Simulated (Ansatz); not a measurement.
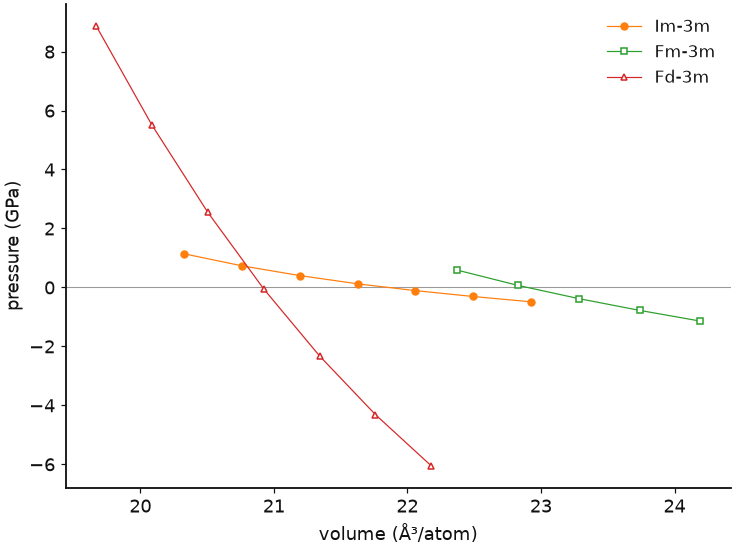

The figure shows the pressure against volume, with one curve for each structure, for Sm.

How it was computed, with Ansatz 0.2.0 development build: equation of state of a cubic crystal from periodic Kohn-Sham density functional theory without spin, third-order Birch-Murnaghan fit to the free energies; pressure corrected for the finite basis. Level: PBE.

- occupation method: Fermi–Dirac
- occupation width: 0.06123 eV
- wave cutoff: 420 eV
- datasets: soft-1 PAW
- density tolerance: 1e−07 eV
- density cutoff ratio: 4
- search for lower states: default

Settings that differ: Im-3m: k mesh 44×44×44, atoms in cell 1, lattice centring body-centred primitive, space group number 229, structure type bcc; Fm-3m: k mesh 42×42×42, atoms in cell 1, lattice centring face-centred primitive, space group number 225, structure type fcc; Fd-3m: k mesh 17×17×17, atoms in cell 2, lattice centring face-centred primitive, space group number 227, structure type diamond.

Order the curves by fitted equilibrium volume, smallest first.

Answer. Fd-3m 20.91, Im-3m 21.84, Fm-3m 22.90 Å³/atom.

Order the curves by fitted bulk modulus, smallest first.

Answer. Im-3m 12, Fm-3m 24, Fd-3m 122 GPa.

Caveats: cubic model structure, not the ambient form; modest k-mesh, values are not fully converged in k (Fd-3m); open f shell treated without spin.
